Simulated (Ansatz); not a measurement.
Here is a crystal structure:

```
CELL_PARAMETERS angstrom
3.10732 0.00000 0.00000
-1.55366 2.69102 0.00000
0.00000 0.00000 13.83684
ATOMIC_POSITIONS crystal
Si 0.66667 0.33333 0.33333
O 0.33333 0.66667 0.40384
O 0.00000 0.00000 0.26283
Si 0.33333 0.66667 0.66667
O 0.00000 0.00000 0.73717
O 0.66667 0.33333 0.59616
Si 0.00000 0.00000 0.00000
O 0.66667 0.33333 0.07050
O 0.33333 0.66667 0.92950
```

**What crystal do these data define?**

The solid is SiO2. The structure has R-3m (No. 166) symmetry and a rhombohedral (trigonal R) lattice. This arrangement goes by the name cadmium chloride (CdCl₂) type. It has 9 atoms to the cell (3 Si, 6 O). Counting atoms within bonding range gives coordination numbers of Si 6 and O 3.

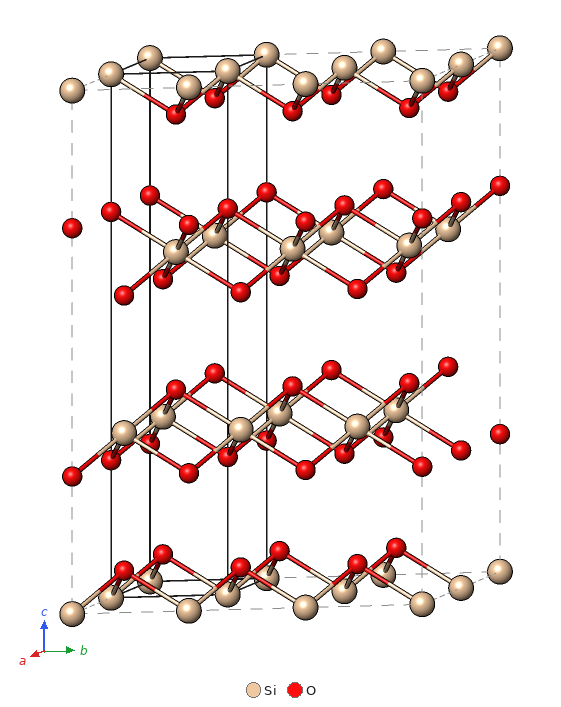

An orthographic ball-and-stick view of the structure, slightly off an axis. The conventional unit cell (solid box) is repeated to 2×3×1 cells. Colours: silicon light orange, oxygen red.

The initial geometry was a structure listed in the Materials Project, with elements exchanged, so it need not be a known form of the compound. The cell was then strained or its atoms displaced on purpose. It went into a calculation with Ansatz.

At this level of theory the cell isn't at rest (stretched, at -39 GPa and forces up to 2.4 eV/Å), so its distances can differ from those at equilibrium, the more so the softer the solid.
